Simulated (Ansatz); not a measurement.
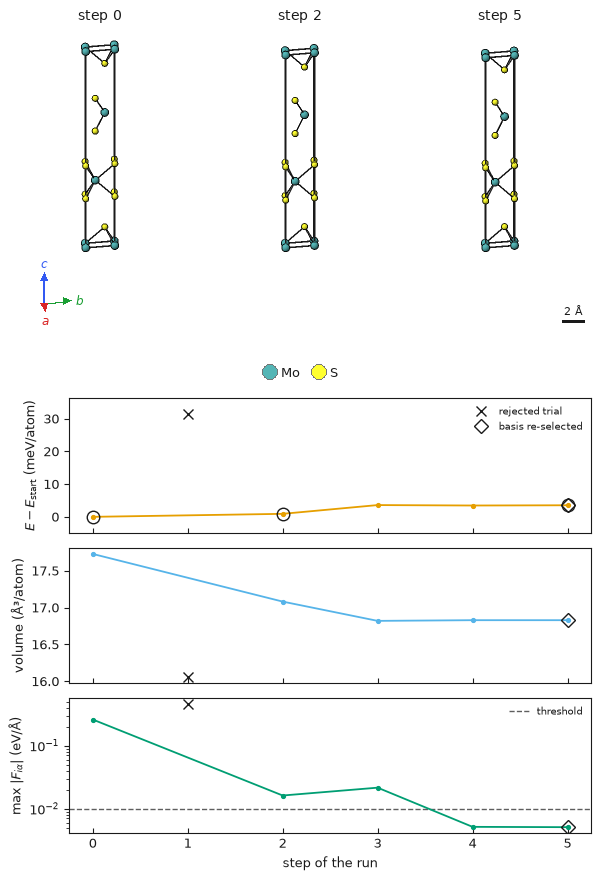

Frames of a relaxation of solid MoS$_{2}$ (set up in R3m), marked on the history of the run. Style: ball-and-stick. Shown: the conventional cell (3 times the calculation's cell), from a free direction. Lengths and directions refer to the drawn axes.

The run lets cell and atoms move.

Theory: Kohn-Sham DFT of a periodic cell, PBEsol, Ansatz PAW in Ansatz 0.2.0.

The input:
```yaml
crystal:
  lattice:
    - [1.58, 0.9122134253, 6.15]
    - [-1.58, 0.9122134253, 6.15]
    - [0.0, -1.8244268506, 6.15]
  atoms:
    - { symbol: Mo, position: [0.0, 0.0, 0.0] }
    - { symbol: S, position: [0.417, 0.417, 0.417] }
    - { symbol: S, position: [0.25, 0.25, 0.25] }
hamiltonian:
  xc: pbesol
  pseudopotentials: { kind: paw }
kpoints:
  mp_grid: { grid: [10, 10, 10] }
scf:
  occupations: { method: fermi_dirac, width: 0.05 }
output:
  forces: true
  stress: true
  eigenvalues: true
relax:
  f_tol: 0.01
  max_steps: 40
  cell: { stress_tol: 0.05, p_target: 2.0 }
```

Launched with:
```bash
ansatz run input.yaml --threads 2 --pin off --max-ram 5632MiB --backend cpu --events-out ev --progress --plain --runs-dir out
```

What happens along the run?

The energy rises by 3.5 meV per atom in 3 accepted moves (5 points after the start). With the target pressure of 2 GPa, the enthalpy E + pV changes by −7.7 meV per atom. Largest force component: 0.26 eV/Å at the start, 0.0051 eV/Å at the end. The pressure goes from 0.34 to 2.00 GPa. The line search rejected the trial step at point 1 of the run. The SCF was repeated once at an unchanged geometry on a basis and grid sized afresh for the cell, which shifted the energy by 0.1 meV per atom at most. The largest move relative to the cell is that of an S atom, 0.068 Å along −c. By element the largest moves are S 0.068 Å, Mo 0.001 Å. The volume changes by −5.1 %, with a = b 3.160 → 3.129 Å (−1.0 %), c 18.450 → 17.867 Å (−3.2 %). The space group stays R3m (No. 160). From step 0 to 2: S atoms move most (0.05 Å), volume −3.6 %, energy +0.9 meV per atom. From step 2 to 5: S atoms move most (0.02 Å), volume −1.5 %, energy +2.6 meV per atom.

Limits of the set-up: layers or molecules are held without a dispersion correction, so their spacing is unreliable.
